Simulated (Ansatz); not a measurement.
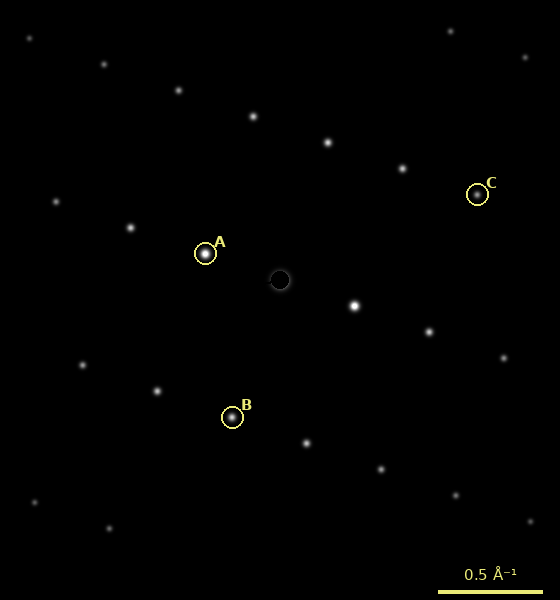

Simulated selected-area electron diffraction pattern (200 kV, kinematic approximation, thin crystal, B = 0.5 Å² for all atoms). The zone axis points towards the electron source and the pattern is seen from the source side.

Crystal: Nb, space group P6_3/mmc (No. 194), a = 2.85 Å, c = 5.25 Å (hexagonal axes). Structure: the input geometry of an electronic-structure calculation (not necessarily at equilibrium); the starting structure was generated, so it need not be a known form of this composition.

```
Nb
1.0
     2.85136    0.00000    0.00000
    -1.42568    2.46935    0.00000
     0.00000    0.00000    5.24711
Nb
2
Direct
  0.33333 0.66667 0.75000
  0.66667 0.33333 0.25000
```

Spot A is indexed 0 0 -2 and spot B -1 2 0.

Question: Index the other marked spot.

Answer: C = −2A − B = 1 -2 4 (d = 0.965 Å).

Question: Find the zone axis.

Answer: The cross product of A and B is parallel to [210]; every spot obeys hu + kv + lw = 0.

Question: What are the spacings of A and B and the angle between them?

Answer: d(A) = 2.624 Å, d(B) = 1.426 Å, and the angle is 90.0°.
